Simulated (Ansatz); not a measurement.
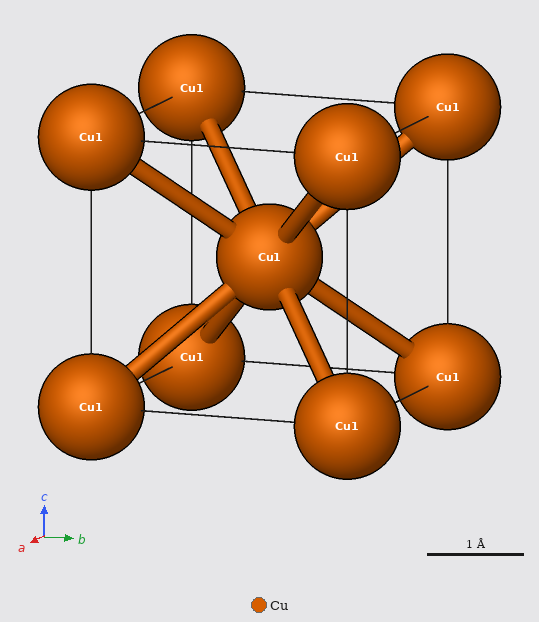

Figure 1. The input geometry (ball-and-stick view of the cell 2 times as large as that of the calculation, set on its symmetry axes, seen slightly off an axis; atoms are numbered from 1 in the order of the input). An atom can appear more than once, as a periodic image. Near neighbours in the periodic cell (some may lie outside the picture): Cu has 8 Cu at 2.50 Å.

# Cu: geometry relaxation

System: Cu (Im-3m, 1 atom in the cell).
Method: DFT PBE, scalar-relativistic, plane waves, PAW, no spin polarisation (Ansatz 0.2.0).

The structure was made by a generator, so it may or may not be a known phase. Figures and captions count atoms from 1; the log counts them from 0 in places.

### Input file
```yaml
crystal:
  lattice:
    - [-1.4422942376, 1.4422942376, 1.4422942376]
    - [1.4422942376, -1.4422942376, 1.4422942376]
    - [1.4422942376, 1.4422942376, -1.4422942376]
  atoms:
    - { symbol: Cu, position: [0.0, 0.0, 0.0] }
basis:
  ecutwfc: 420
kpoints:
  mp_grid: { grid: [28, 28, 28] }
hamiltonian:
  xc: pbe
scf:
  occupations: { method: fermi_dirac, width: 0.15 }
output:
  forces: true
  stress: true
  eigenvalues: true
relax:
  adjacent_minimum: "off"
  f_tol: 0.001
  max_steps: 60
  cell: { stress_tol: 0.01 }
```

Run on 1 thread of Arm Neoverse N1, 54 GiB of memory available, shared host.

Run as:
```bash
ansatz run input.yaml --threads 1 --pin off --max-ram 2560MiB --backend cpu --events-out ev --progress --plain --runs-dir out
```

### What the program printed
```
Engine: ansatz 0.2.0, aarch64-unknown-linux-gnu
Pseudopotentials: kind: paw
Pseudopotential: Cu, paw, valence charge 19, recommended cutoff 420 eV (normal), Cu.paw.azcp
Functional definition: PBE
  parameter kappa = 0.804
  parameter beta = 0.06672455060314922
  exchange = pbe_x(kappa = kappa, mu = beta*pi^2/3)
  correlation = pbe_c(beta = beta)
Crystal: 1 atoms, lattice volume = 12.001 Å³
Basis set: ecut = 420 eV, 225 PW (Γ), exchange–correlation on 36×36×36 points (8 copies of the dense FFT grid, shifted against one another)
Bands: 14, of which v1, the nominal top of the filled ones, is band 10 counted from 1 (9 counted from 0)
Symmetry: 48 space group operations
Space group: Im-3m (ITA 229), of the structure as read, at distance tolerance 2.3e-5 Å
k-points: 624 of 21952
Non-local potential: Cu, projectors of the file, l = 0: 3, l = 1: 2, l = 2: 3, l = 3: 1
PAW form: soft (Blöchl's): semilocal exchange-correlation on the pseudo side does not see the compensation charge
PAW one-centre angular grid: Cu, 590 points (default); XC on 64 Gauss nodes
Initial density: superposition of atomic densities (neutral atoms: chi_scale 0, normalization atom), corrected by the library's trained network
Initial wavefunctions: pseudopotential atomic-orbital guess
Functional: x = pbe(κ = 0.804, μ = 0.2195149727645171), c = pbe(β = 0.06672455060314922)
SCF iter   1: F=—  HF=-6625.149791 eV  |F-HF|=—  |Δ(HF+E_count)|=         —  Δρ=9.76e-4  dr2=3.05e-5  ethr=1.77e-3  ⟨swp⟩=5.1  Hψ=42901  notcnv=0
preconditioner: auto → none  [metal: Δε(μ)=0.014 eV  Ē_g=17.037 eV  σ=0.150 eV  W_gap=0.02  n_scr=0 (ndim 8)  ℏωp=35.6 eV  f_vac=0.000  D(μ)=0.33/eV (n_scr^D=0)]
SCF iter   2: F=—  HF=-6625.149914 eV  |F-HF|=—  |Δ(HF+E_count)|=   1.23e-4  Δρ=4.06e-4  dr2=3.32e-6  ethr=1.61e-7  ⟨swp⟩=2.7  Hψ=20947  notcnv=0
SCF iter   3: F=—  HF=-6625.149926 eV  |F-HF|=—  |Δ(HF+E_count)|=   1.20e-5  Δρ=2.13e-4  dr2=9.91e-7  ethr=1.75e-8  ⟨swp⟩=2.0  Hψ=12139  notcnv=0
iter 4 did not close the SCF: its close was put off for the readings that it lacked (scf_convergence_deferred on its scf_iter line)
SCF iter   4: F=-6625.149930 eV  HF=-6625.149930 eV  |F-HF|=5.98e-9  |Δ(HF+E_count)|=   3.96e-6  Δρ=1.06e-5  dr2=3.23e-9  ethr=5.22e-9  ⟨swp⟩=2.0  Hψ=12153  notcnv=0
iter 5 did not close the SCF: its close was put off for the readings that it lacked (scf_convergence_deferred on its scf_iter line)
SCF iter   5: F=-6625.149930 eV  HF=-6625.149930 eV  |F-HF|=7.28e-12  |Δ(HF+E_count)|=   6.37e-9  Δρ=1.72e-6  dr2=8.04e-11  ethr=1.70e-11  ⟨swp⟩=2.3  Hψ=12037  notcnv=0
SCF iter   6: F=-6625.149930 eV  HF=-6625.149930 eV  |F-HF|=9.09e-13  |Δ(HF+E_count)|=  9.46e-11  Δρ=6.53e-8  dr2=1.31e-13  ethr=1.00e-12  ⟨swp⟩=1.2  Hψ=26497  notcnv=0
SCF 1 converged in 6 iterations: F = -6625.149930 eV  dr2 = 1.31e-13
  greatest PAW one-centre occupation: 1.000 electrons in one spin orbital (limit 2), on the Cu atom at site 0 (counted from 0), in its partial waves of l = 0
relax step   1: F+E_penalty+E_count = -6625.14992972 eV  Δ(F+E_penalty+E_count) = +0.000e0 eV  max|allowed force component| = 0.000e0 eV/Å  Δτ_max = 0.0000 Å  P = +0.139 GPa  Ω = 12.001 Å³  (6 SCF iters, dr2 threshold 1.00e-7 eV, accepted)
Crystal: 1 atoms, lattice volume = 12.007 Å³
Initial density: handed on by an earlier stage of this run
Initial wavefunctions: those handed on with the density
iter 1 solved again at ethr=1.47e-8 eV; its pass at ethr=3.10e-3 eV (dr2=2.79e-6 eV) is discarded
SCF iter   1: F=—  HF=-6625.149931 eV  |F-HF|=—  |Δ(HF+E_count)|=         —  Δρ=1.92e-4  dr2=2.86e-6  ethr=1.47e-8  ⟨swp⟩=1.7  Hψ=49711  notcnv=0
preconditioner: auto → none  [metal: Δε(μ)=0.015 eV  Ē_g=17.035 eV  σ=0.150 eV  W_gap=0.02  n_scr=0 (ndim 8)  ℏωp=35.5 eV  f_vac=0.000  D(μ)=0.33/eV (n_scr^D=0)]
SCF iter   2: F=—  HF=-6625.149929 eV  |F-HF|=—  |Δ(HF+E_count)|=   1.69e-6  Δρ=1.49e-5  dr2=1.88e-8  ethr=1.47e-8  ⟨swp⟩=2.1  Hψ=11930  notcnv=0
iter 3 did not close the SCF: its close was put off for the readings that it lacked (scf_convergence_deferred on its scf_iter line)
SCF iter   3: F=-6625.149929 eV  HF=-6625.149929 eV  |F-HF|=6.74e-9  |Δ(HF+E_count)|=   2.18e-8  Δρ=1.02e-5  dr2=1.07e-8  ethr=9.91e-11  ⟨swp⟩=2.6  Hψ=14007  notcnv=0
iter 4 did not close the SCF: its close was put off for the readings that it lacked (scf_convergence_deferred on its scf_iter line)
SCF iter   4: F=-6625.149929 eV  HF=-6625.149929 eV  |F-HF|=8.28e-11  |Δ(HF+E_count)|=   2.81e-9  Δρ=1.13e-6  dr2=4.15e-11  ethr=5.65e-11  ⟨swp⟩=2.1  Hψ=12190  notcnv=0
iter 5 did not close the SCF: its close was put off for the readings that it lacked (scf_convergence_deferred on its scf_iter line)
SCF iter   5: F=-6625.149929 eV  HF=-6625.149929 eV  |F-HF|=1.82e-12  |Δ(HF+E_count)|=  1.16e-10  Δρ=3.30e-8  dr2=9.91e-14  ethr=1.00e-12  ⟨swp⟩=2.0  Hψ=14084  notcnv=0
SCF iter   6: F=-6625.149929 eV  HF=-6625.149929 eV  |F-HF|=1.82e-12  |Δ(HF+E_count)|=  9.09e-13  Δρ=4.63e-9  dr2=1.38e-15  ethr=1.00e-12  ⟨swp⟩=1.0  Hψ=19971  notcnv=0
SCF 2 converged in 6 iterations: F = -6625.149929 eV  dr2 = 1.38e-15
relax step   2: F+E_penalty+E_count = -6625.14992889 eV  Δ(F+E_penalty+E_count) = +8.241e-7 eV  max|allowed force component| = 0.000e0 eV/Å  Δτ_max = 0.0000 Å  P = +0.069 GPa  Ω = 12.007 Å³  energy of the carried Pulay correction = -4.771e-6 eV  (6 SCF iters, dr2 threshold 4.80e-8 eV, accepted)
Crystal: 1 atoms, lattice volume = 12.013 Å³
iter 1 solved again at ethr=1.41e-8 eV; its pass at ethr=3.10e-3 eV (dr2=2.69e-6 eV) is discarded
SCF iter   1: F=—  HF=-6625.149927 eV  |F-HF|=—  |Δ(HF+E_count)|=         —  Δρ=1.89e-4  dr2=2.75e-6  ethr=1.41e-8  ⟨swp⟩=1.7  Hψ=49760  notcnv=0
preconditioner: auto → none  [metal: Δε(μ)=0.015 eV  Ē_g=17.029 eV  σ=0.150 eV  W_gap=0.02  n_scr=0 (ndim 8)  ℏωp=35.5 eV  f_vac=0.000  D(μ)=0.33/eV (n_scr^D=0)]
SCF iter   2: F=—  HF=-6625.149926 eV  |F-HF|=—  |Δ(HF+E_count)|=   1.68e-6  Δρ=1.46e-5  dr2=1.82e-8  ethr=1.41e-8  ⟨swp⟩=2.1  Hψ=11933  notcnv=0
iter 3 did not close the SCF: its close was put off for the readings that it lacked (scf_convergence_deferred on its scf_iter line)
SCF iter   3: F=-6625.149925 eV  HF=-6625.149925 eV  |F-HF|=6.49e-9  |Δ(HF+E_count)|=   2.10e-8  Δρ=1.00e-5  dr2=1.03e-8  ethr=9.57e-11  ⟨swp⟩=2.6  Hψ=13978  notcnv=0
iter 4 did not close the SCF: its close was put off for the readings that it lacked (scf_convergence_deferred on its scf_iter line)
SCF iter   4: F=-6625.149925 eV  HF=-6625.149925 eV  |F-HF|=7.91e-11  |Δ(HF+E_count)|=   2.70e-9  Δρ=1.10e-6  dr2=3.97e-11  ethr=5.44e-11  ⟨swp⟩=2.0  Hψ=12188  notcnv=0
iter 5 did not close the SCF: its close was put off for the readings that it lacked (scf_convergence_deferred on its scf_iter line)
SCF iter   5: F=-6625.149925 eV  HF=-6625.149925 eV  |F-HF|=3.64e-12  |Δ(HF+E_count)|=  1.16e-10  Δρ=3.21e-8  dr2=9.16e-14  ethr=1.00e-12  ⟨swp⟩=2.0  Hψ=13866  notcnv=0
SCF iter   6: F=-6625.149925 eV  HF=-6625.149925 eV  |F-HF|=9.09e-13  |Δ(HF+E_count)|=  9.09e-13  Δρ=4.64e-9  dr2=1.35e-15  ethr=1.00e-12  ⟨swp⟩=1.0  Hψ=19978  notcnv=0
SCF 3 converged in 6 iterations: F = -6625.149925 eV  dr2 = 1.35e-15
relax step   3: F+E_penalty+E_count = -6625.14992550 eV  Δ(F+E_penalty+E_count) = +3.394e-6 eV  max|allowed force component| = 0.000e0 eV/Å  Δτ_max = 0.0000 Å  P = +0.000 GPa  Ω = 12.013 Å³  energy of the carried Pulay correction = -9.451e-6 eV  (6 SCF iters, dr2 threshold 1.18e-8 eV, accepted)
Initial wavefunctions: pseudopotential atomic-orbital guess (no wavefunctions were taken with the density)
iter 1 solved again at ethr=1.52e-10 eV; its pass at ethr=3.10e-3 eV (dr2=2.89e-8 eV) is discarded
SCF iter   1: F=—  HF=-6625.149936 eV  |F-HF|=—  |Δ(HF+E_count)|=         —  Δρ=2.70e-6  dr2=1.38e-10  ethr=1.52e-10  ⟨swp⟩=4.1  Hψ=75527  notcnv=0
preconditioner: auto → none  [metal: Δε(μ)=0.014 eV  Ē_g=17.028 eV  σ=0.150 eV  W_gap=0.02  n_scr=0 (ndim 8)  ℏωp=35.5 eV  f_vac=0.000  D(μ)=0.33/eV (n_scr^D=0)]
SCF iter   2: F=—  HF=-6625.149935 eV  |F-HF|=—  |Δ(HF+E_count)|=   1.11e-6  Δρ=1.54e-6  dr2=9.69e-11  ethr=7.28e-13 (applied; sched 1.00e-12)  ⟨swp⟩=2.0  Hψ=14397  notcnv=0
SCF iter   3: F=—  HF=-6625.149935 eV  |F-HF|=—  |Δ(HF+E_count)|=  5.82e-11  Δρ=4.22e-7  dr2=7.84e-12  ethr=5.10e-13 (applied; sched 1.00e-12)  ⟨swp⟩=1.6  Hψ=9395  notcnv=0
iter 4 did not close the SCF: its close was put off for the readings that it lacked (scf_convergence_deferred on its scf_iter line)
SCF iter   4: F=-6625.149935 eV  HF=-6625.149935 eV  |F-HF|=9.09e-13  |Δ(HF+E_count)|=    0.00e0  Δρ=9.06e-8  dr2=2.39e-13  ethr=4.12e-14 (applied; sched 1.00e-12)  ⟨swp⟩=2.1  Hψ=12237  notcnv=0
iter 5 did not close the SCF: its close was put off for the readings that it lacked (scf_convergence_deferred on its scf_iter line)
SCF iter   5: F=-6625.149935 eV  HF=-6625.149935 eV  |F-HF|=9.09e-13  |Δ(HF+E_count)|=  9.09e-13  Δρ=3.02e-8  dr2=6.52e-14  ethr=2.11e-15 (applied; sched 1.00e-12)  ⟨swp⟩=2.5  Hψ=14389  notcnv=0
iter 6 did not close the SCF: its close was put off for the readings that it lacked (scf_convergence_deferred on its scf_iter line)
SCF iter   6: F=-6625.149935 eV  HF=-6625.149935 eV  |F-HF|=0.00e0  |Δ(HF+E_count)|=  9.09e-13  Δρ=7.03e-9  dr2=3.49e-15  ethr=2.11e-15 (applied; sched 1.00e-12)  ⟨swp⟩=1.0  Hψ=8736  notcnv=0
iter 7 did not close the SCF: its close was put off for the readings that it lacked (scf_convergence_deferred on its scf_iter line)
SCF iter   7: F=-6625.149935 eV  HF=-6625.149935 eV  |F-HF|=0.00e0  |Δ(HF+E_count)|=  9.09e-13  Δρ=7.25e-10  dr2=3.93e-17  ethr=2.11e-15 (applied; sched 1.00e-12)  ⟨swp⟩=1.0  Hψ=8736  notcnv=0
SCF iter   8: F=-6625.149935 eV  HF=-6625.149935 eV  |F-HF|=9.09e-13  |Δ(HF+E_count)|=  9.09e-13  Δρ=1.99e-11  dr2=3.83e-20  ethr=1.00e-12  ⟨swp⟩=1.4  Hψ=20343  notcnv=0
SCF 4 converged in 8 iterations: F = -6625.149935 eV  dr2 = 3.83e-20
relax step   4: F+E_penalty+E_count = -6625.14993515 eV  Δ(F+E_penalty+E_count) = -9.652e-6 eV  max|allowed force component| = 0.000e0 eV/Å  Δτ_max = 0.0000 Å  P = -0.001 GPa  Ω = 12.013 Å³  stress off target by 9.12e-4 GPa  SCF on the basis re-selected at this cell (its energy is not comparable with the rows above)  (8 SCF iters)
```

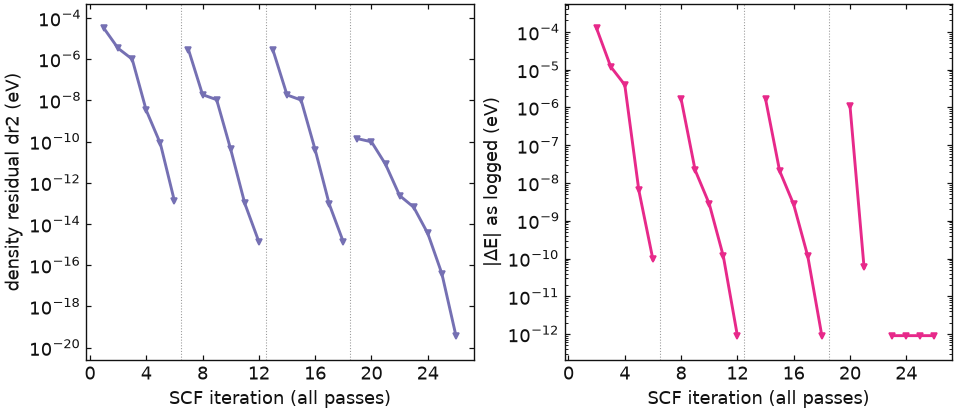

Figure 2. Convergence of the self-consistent field: density residual dr2 and size of the energy change against the SCF iteration. The dotted lines part the SCF passes of the relaxation: geometry steps, rejected trials and re-solves on a re-selected basis. The passes take 6, 6, 6 and 8 iterations.

```
basis re-selected at this cell: Δ(F+E_penalty+E_count) = -9.652e-6 eV, ΔP = -0.001 GPa vs the last step (what re-selecting the basis moved, of the pressure what is left beyond the Pulay correction that the steps carried, after the strain that the cell walked since its last selection, with what the two solves' SCF thresholds leave and, on support functions, any second-order correction that the steps lacked; it is no measure of the basis error at this ecutwfc). This SCF's stress stands 9.12e-4 GPa from its target on what of the cell is left free (relax.cell.stress_tol is 1.00e-2 GPa) and its largest allowed force component is 0.00e0 eV/Å (relax.f_tol is 1.00e-3 eV/Å): within both
SCF converged after 8 iterations
Free energy (F): -6625.149935 eV
Harris-Foulkes:  -6625.149935 eV  (|F-HF|=9.09e-13)
Internal energy: -6625.125909 eV  (E = F + TS)
E sigma→0 (E₀):  -6625.137922 eV
Entropy (-TS):   -0.024026 eV (-24.026 meV/atom)
Fermi energy:    16.407674 eV
--- Per-component energies (eV) ---
  E_band       = -365.412623
  E_kinetic    = 299.743779
  E_local      = -4081.261164  (includes V_loc(G=0)·N_el)
  E_nonlocal   = 390.093431
  E_hartree    = 1796.843545
  E_xc         = -89.423976
  E_vxc        = -115.390777  (∫ρ·V_xc dr)
  E_paw        = -1663.119863  (= ΣΔE_a)
  E_vpaw       = -452.285294  (= ΣTr[D̂ρ^β])
  E_aug_tail   = 0.000313  (compensation charges beyond the density's cutoff)
  E_ewald      = -3278.001974
  E_smearing   = -0.024026  (= −TS)
  E_closure    = -0.000000  (closes the sum)
  Σ components = -6625.149935   (vs F -6625.149935, Δ=0.00e0)
--- Forces (eV/Å), atoms counted from 1 ---
  atom   1  Cu    -0.00000000     0.00000000     0.00000000
  max |Σ_I F_I| component: 1.81e-31 eV/Å
--- Stress (GPa, compression-positive) ---
       -0.000912      -0.000000      -0.000000
       -0.000000      -0.000912      -0.000000
       -0.000000      -0.000000      -0.000912
  P = ⅓ Tr σ = -0.0009 GPa (-0.009 kbar)
--- Band table (eV; the first three rows and the last of 624) ---
  k-point 0: bands = ["-96.1348", "-53.4487", "-53.4487", "-53.4487", "7.1296", "13.3749", "13.3749", "13.3749", "14.3736", "14.3736", "41.3150", "41.3150", "41.3150", "44.1418"]
  k-point 1: bands = ["-96.1346", "-53.4500", "-53.4491", "-53.4486", "7.1784", "13.3658", "13.3747", "13.3936", "14.3644", "14.3743", "40.6844", "41.1700", "41.1774", "43.4005"]
  k-point 2: bands = ["-96.1341", "-53.4539", "-53.4505", "-53.4486", "7.3240", "13.3390", "13.3731", "13.4490", "14.3389", "14.3764", "39.1617", "40.6797", "40.8074", "42.2742"]
  k-point 623: bands = ["-96.1098", "-53.5280", "-53.5280", "-53.5280", "11.8768", "11.8768", "14.9264", "14.9264", "14.9264", "24.4742", "24.4742", "24.4742", "29.8804", "29.8804"]
--- Relaxed structure (3 steps of the walk, 3 accepted, 1 SCFs on fresh bases) ---
  F+E_penalty+E_count = -6625.14993515 eV   max|allowed force component| = 0.000e0 eV/Å   (the final SCF, on the basis selected at the relaxed cell)
  cell:  # Å, volume = 12.0132 Å³
    - [-1.442778677184483, 1.442778677184483, 1.442778677184483]
    - [1.442778677184483, -1.442778677184483, 1.442778677184483]
    - [1.442778677184483, 1.442778677184483, -1.442778677184483]
  atoms:
    - { symbol: Cu, position: [0.0, 0.0, 0.0] }
```

### Trajectory as extended XYZ (Å, eV, eV/Å), 4 frames, from step=1 to step=4
```
1
Lattice="-1.4423 1.4423 1.4423 1.4423 -1.4423 1.4423 1.4423 1.4423 -1.4423" Properties=species:S:1:pos:R:3:forces:R:3 step=1 energy=-6625.14993 pressure_GPa=0.14
Cu    0.0000    0.0000    0.0000    0.0000   0.0000   0.0000
1
Lattice="-1.4425 1.4425 1.4425 1.4425 -1.4425 1.4425 1.4425 1.4425 -1.4425" Properties=species:S:1:pos:R:3:forces:R:3 step=2 energy=-6625.14993 pressure_GPa=0.07
Cu    0.0000    0.0000    0.0000    0.0000   0.0000   0.0000
1
Lattice="-1.4428 1.4428 1.4428 1.4428 -1.4428 1.4428 1.4428 1.4428 -1.4428" Properties=species:S:1:pos:R:3:forces:R:3 step=3 energy=-6625.14992 pressure_GPa=0.00
Cu    0.0000    0.0000    0.0000    0.0000   0.0000   0.0000
1
Lattice="-1.4428 1.4428 1.4428 1.4428 -1.4428 1.4428 1.4428 1.4428 -1.4428" Properties=species:S:1:pos:R:3:forces:R:3 step=4 energy=-6625.14994 pressure_GPa=-0.00
Cu    0.0000    0.0000    0.0000    0.0000   0.0000   0.0000
```

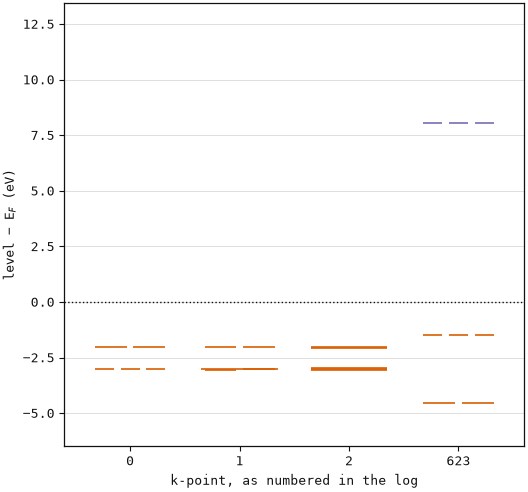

Figure 3. Kohn–Sham levels near the Fermi level (dotted) at the few k-points that the log prints; levels within 0.02 eV of each other stand side by side. The system is metallic on the full mesh.

### Key numbers

- outcome: converged
- space group (tolerance 0.01 Å): Im-3m (229)
- electrons treated: 19
- free energy: −6625.1499 eV
- Fermi energy: 16.408 eV
- gap on the k-point mesh: none (metallic)
- pressure: 0.00 GPa
- final volume: 12.01 Å³
- largest force (length of the vector) at the end: under 0.001 eV/Å
- final cell: a = 2.499 Å, b = 2.499 Å, c = 2.499 Å, α = 109.47°, β = 109.47°, γ = 109.47°
- wall time: 48 s
- peak memory: 0.4 GiB
